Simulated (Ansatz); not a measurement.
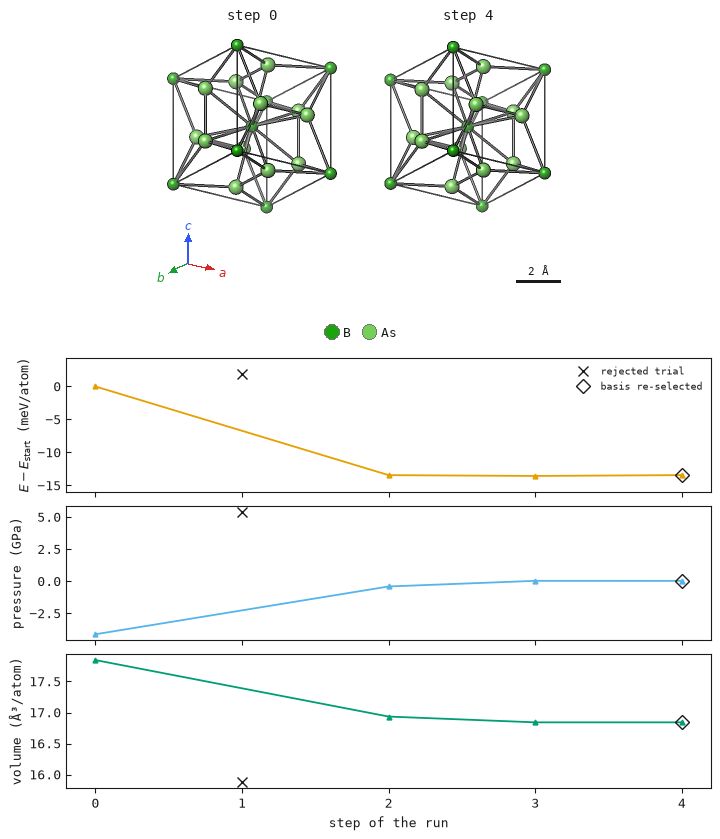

First and last geometry of a relaxation of a crystal of BAs$_{3}$ (built on the A15_223 type) (coarse preliminary run), with the history of the run. The picture is a ball-and-stick view of the cell of the calculation, seen from a free direction.

Case: A15 type (Pm-3n, No. 223).

These are results of DFT r2SCAN, scalar-relativistic, plane waves, PAW in Ansatz, not measurements. Set-up: plane-wave cutoff 500 eV; k-point mesh 4 × 4 × 4; occupations gaussian; smearing width 0.1 eV; no spin polarisation; cell and atoms relaxed; force threshold 0.04 eV/Å; at most 70 steps.

Did the run converge, and what did it change?

Answer. It converged. The energy falls by 13.4 meV per atom in 2 accepted moves (4 points after the start). All forces vanish by symmetry, so only the cell relaxes. The pressure goes from −4.12 to 0.03 GPa. The line search rejected the trial step at point 1 of the run. The SCF was repeated once at an unchanged geometry on a basis and grid sized afresh for the cell, which shifted the energy by 0.1 meV per atom at most. The atoms keep their places relative to the cell (all moves are under 0.005 Å). The volume changes by −5.6 %, with a = b = c 5.226 → 5.127 Å (−1.9 %). Some distances before and after: As–B 2.922 → 2.866 Å, As–As 2.613 → 2.563 Å. The space group stays Pm-3n (No. 223).

```csv
step,"E − E(0), meV/atom","pressure, GPa","volume, Å³/atom",note
0,0.00,-4.12,17.845,
1,1.88,5.40,15.875,rejected
2,-13.43,-0.40,16.935,
3,-13.55,0.04,16.842,
4,-13.43,0.03,16.842,"same geometry, new basis"
```
